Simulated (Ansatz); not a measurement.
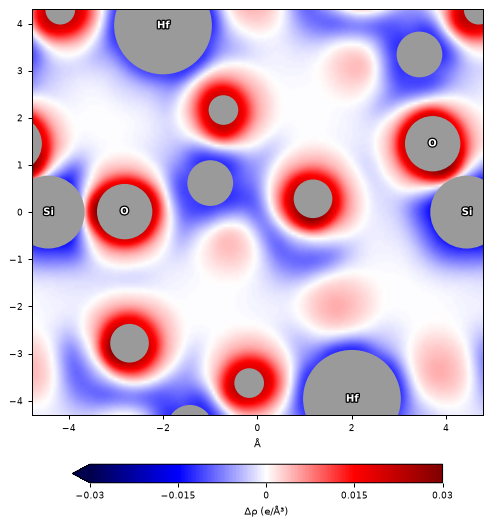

HfSiO$_{4}$: difference of two self-consistent densities at the same geometry, ρ(r2SCAN) − ρ(PBE), on the (111) plane of the conventional cell. Grey discs cover the cores, where the PAW densities can't be compared. Cores are masked to 1.0 Å (Hf), 0.8 Å (Si) and 0.6 Å (O).

Space group I4_1/amd; not relaxed (largest force 0.3 eV/Å).

Both runs: Ansatz, scalar-relativistic, plane waves and PAW, same cutoff, k-points and PAW files (made with PBE).

> How does the change of level move the electrons?

Against PBE, and outside the masked cores, the largest gain lies at the edge of the masked core of O, and the largest loss lies at the edge of the masked core of Si.
Bader charges are Hf +2.72, Si +3.26 and O −1.49 e with PBE and Hf +2.81, Si +3.32 and O −1.53 e with r2SCAN.
At this volume the pressure is 8 GPa with PBE and 1 GPa with r2SCAN.
The gap on the mesh is 5.46 eV with PBE and 6.03 eV with r2SCAN.
